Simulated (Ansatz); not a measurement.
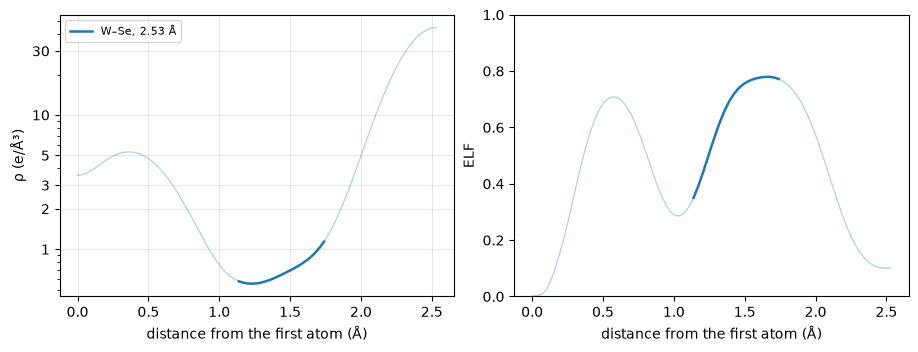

WSe2. Valence pseudo-density and ELF along straight lines between neighbouring atoms. Thin, pale parts lie inside the atomic spheres.

Space group R3m; started from the 3R (MoS2) bulk prototype, which need not be the ambient phase; computed pressure about 3 GPa in this cell.

The calculation used DFT, PBE, plane waves, PAW (Ansatz 0.2.0).

In a PAW calculation such maps are meaningful between the atoms, not at the nuclei.

What can be read from the curves?

W–Se (2.53 Å): ρ is about 0.56 e/Å³ halfway; the ELF is about 0.55 at the midpoint.
